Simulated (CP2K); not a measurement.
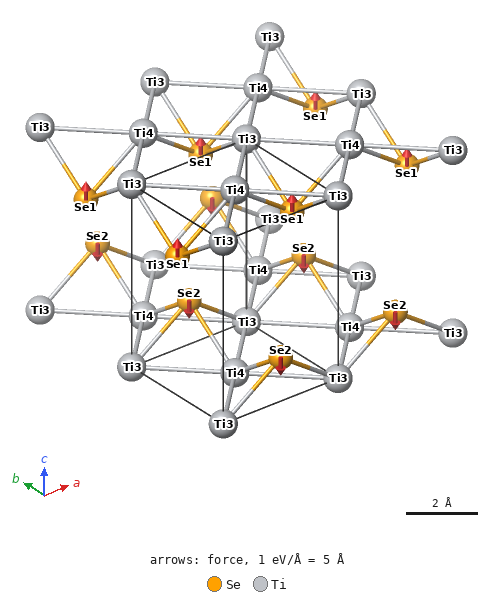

Starting geometry of crystalline TiSe (set up in P4/nmm) with the computed forces as red arrows. Style: ball-and-stick. Shown: the cell of the calculation, repeated 2 × 2 × 1 with one cell outlined, from a free direction.

The run lets cell and atoms move.

Computed with Kohn-Sham DFT of a periodic cell, PBEsol, GTH-PBE with UZH-TZVP basis (CP2K 2026.2).

Input
```
&GLOBAL
  PROJECT tise_vcrelax
  RUN_TYPE CELL_OPT
  PRINT_LEVEL LOW
&END GLOBAL
&FORCE_EVAL
  METHOD QS
  STRESS_TENSOR ANALYTICAL
  &DFT
    BASIS_SET_FILE_NAME BASIS_MOLOPT_UZH
    POTENTIAL_FILE_NAME POTENTIAL_UZH
    &MGRID
      CUTOFF 450
      REL_CUTOFF 60
      NGRIDS 4
    &END MGRID
    &QS
      METHOD GPW
      EPS_DEFAULT 1.0E-9
      EXTRAPOLATION USE_PREV_P
    &END QS
    &KPOINTS
      SCHEME MONKHORST-PACK 5 5 4
      GAMMA_CENTERED T
    &END KPOINTS
    &SCF
      SCF_GUESS ATOMIC
      EPS_SCF 1.0E-6
      MAX_SCF 100
      ADDED_MOS 20
      CHOLESKY OFF
      EPS_EIGVAL 1.0E-7
      &DIAGONALIZATION ON
        ALGORITHM STANDARD
      &END DIAGONALIZATION
      &MIXING ON
        METHOD BROYDEN_MIXING
        ALPHA 0.4
        BETA 1.5
        NBUFFER 8
      &END MIXING
      &SMEAR ON
        METHOD FERMI_DIRAC
        ELECTRONIC_TEMPERATURE [K] 116.045
      &END SMEAR
    &END SCF
    &XC
      &XC_FUNCTIONAL
        &GGA_X_PBE_SOL
        &END GGA_X_PBE_SOL
        &GGA_C_PBE_SOL
        &END GGA_C_PBE_SOL
      &END XC_FUNCTIONAL
    &END XC
    &PRINT
      &KPOINTS ON
      &END KPOINTS
      &MULLIKEN ON
        &EACH
          CELL_OPT 0
        &END EACH
        ADD_LAST NUMERIC
      &END MULLIKEN
      &MO ON
        ENERGIES T
        OCCUPATION_NUMBERS T
        &EACH
          QS_SCF 0
          CELL_OPT 0
        &END EACH
        ADD_LAST NUMERIC
      &END MO
    &END PRINT
  &END DFT
  &SUBSYS
    &CELL
      A 4.1783570000 0.0000000000 0.0000000000
      B 0.0000000000 4.1783570000 0.0000000000
      C 0.0000000000 0.0000000000 5.9844230000
      PERIODIC XYZ
    &END CELL
    &COORD
      Se  0.0000000000 2.0891785000 4.5514888192
      Se  2.0891785000 0.0000000000 1.4329341808
      Ti  0.0000000000 0.0000000000 0.0000000000
      Ti  2.0891785000 2.0891785000 0.0000000000
    &END COORD
    &KIND Se
      BASIS_SET TZVP-MOLOPT-PBE-GTH-q6
      POTENTIAL GTH-PBE-q6
    &END KIND
    &KIND Ti
      BASIS_SET TZVP-MOLOPT-PBE-GTH-q12
      POTENTIAL GTH-PBE-q12
    &END KIND
    &PRINT
      &ATOMIC_COORDINATES ON
      &END ATOMIC_COORDINATES
      &CELL ON
      &END CELL
    &END PRINT
  &END SUBSYS
  &PRINT
    &FORCES ON
    &END FORCES
    &STRESS_TENSOR ON
    &END STRESS_TENSOR
  &END PRINT
&END FORCE_EVAL
&MOTION
  &CELL_OPT
    OPTIMIZER BFGS
    MAX_ITER 40
    MAX_FORCE [eV*angstrom^-1] 0.03
    RMS_FORCE [eV*angstrom^-1] 0.03
    MAX_DR 1.0E-2
    RMS_DR 1.0E-2
    EXTERNAL_PRESSURE [bar] 0.0
    PRESSURE_TOLERANCE [bar] 500
    KEEP_SPACE_GROUP T
  &END CELL_OPT
  &PRINT
    &TRAJECTORY ON
    &END TRAJECTORY
    &CELL ON
    &END CELL
    &FORCES ON
    &END FORCES
    &STRESS ON
    &END STRESS
    &RESTART OFF
    &END RESTART
    &RESTART_HISTORY OFF
    &END RESTART_HISTORY
  &END PRINT
&END MOTION
```

Run as
```bash
OMP_NUM_THREADS=1 mpirun -n 3 cp2k.psmp -i tise_vcrelax.inp -o tise_vcrelax.out
```

**What follows when this structure is relaxed?**

It isn't relaxed: the largest force vector, on Se atoms, is 0.12 eV/Å. Measured relative to the changing cell, the final displacements run against the starting forces (cosine between the two patterns −1.00). The largest moves relative to the cell, 0.12 Å, are those of Se1 and Se2. Se1 goes along −c. Ti stays in place. The volume changes by −10.2 %, with a = b 4.178 → 4.121 Å (−1.4 %), c 5.984 → 5.523 Å (−7.7 %). Some distances before and after: Ti3–Ti4 2.955 → 2.914 Å, Se1–Ti3 2.533 → 2.517 Å. The space group stays P4/nmm (No. 129). After 16 geometry steps the energy has fallen by 13.0 meV per atom. The largest force component goes from 0.12 to 0.00037 eV/Å.

Limits of the set-up: layers or molecules are held without a dispersion correction, so their spacing is unreliable.
